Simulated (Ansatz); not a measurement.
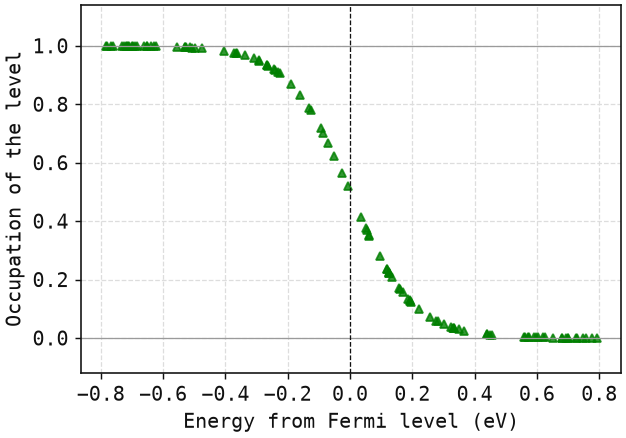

Occupations of the one-electron levels of the k mesh against their energy, from a run on In, space group I4/mmm (No. 139), 1 atom in the cell, with Ansatz.

Which smearing scheme was used (Fermi-Dirac, Gaussian, Methfessel-Paxton or cold), and about what width?

Fermi-Dirac smearing with a width of 0.1 eV. The occupations stay between 0 and 1 and have long exponential tails; the slope at the Fermi level is 1/(4 × width).
